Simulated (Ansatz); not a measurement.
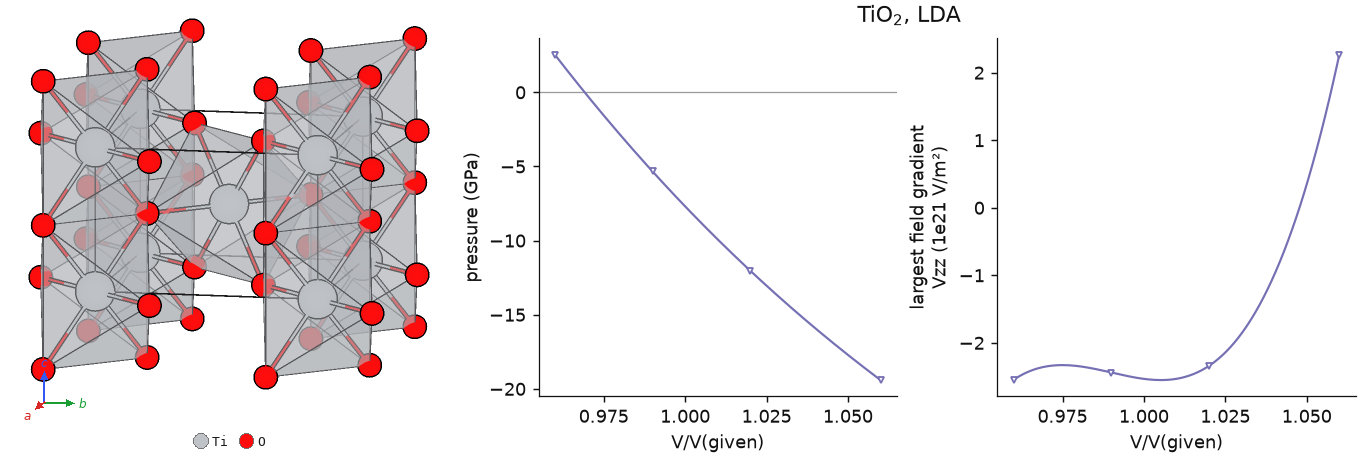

The plot gives the computed pressure and largest field gradient Vzz against V/V(given) for TiO₂, space group P4_2/mnm (No. 136). The conventional cell is drawn beside the plot.

Starting cell:
```cif
data_structure
_symmetry_space_group_name_H-M 'P 1'
_symmetry_Int_Tables_number 1
_cell_length_a 4.5940
_cell_length_b 4.5940
_cell_length_c 2.9590
_cell_angle_alpha 90.000
_cell_angle_beta 90.000
_cell_angle_gamma 90.000
_cell_volume 62.45
loop_
_atom_site_label
_atom_site_type_symbol
_atom_site_fract_x
_atom_site_fract_y
_atom_site_fract_z
_atom_site_occupancy
Ti1 Ti 0.00000 0.00000 0.00000 1
Ti2 Ti 0.50000 0.50000 0.50000 1
O1 O 0.30600 0.30600 0.00000 1
O2 O 0.19400 0.80600 0.50000 1
O3 O 0.69400 0.69400 0.00000 1
O4 O 0.80600 0.19400 0.50000 1
```

Calculation (Ansatz 0.2.0): periodic Kohn-Sham DFT of a crystal at fixed atoms, scaled to the stated factor times the given cell; pressure positive in compression. Level: LDA.

method all-electron PAW; relativity scalar; k mesh 7×7×10; occupations Fermi–Dirac; smearing width 0.05 eV; nucleus Gaussian.

V(given) is 10.41 Å³/atom.

**What does the pressure do across the range?**

It falls from 2.5 GPa at V/V(given) 0.96 to −19.4 GPa at 1.06, and changes sign near 0.97.

**Read off the course of the largest field gradient Vzz.**

It rises from −2.546 1e21 V/m² at V/V(given) 0.96 to 2.266 1e21 V/m² at 1.06.

Keep in mind: shape and atomic fractions are frozen while scaling, which makes layered, chain and framework solids too stiff.
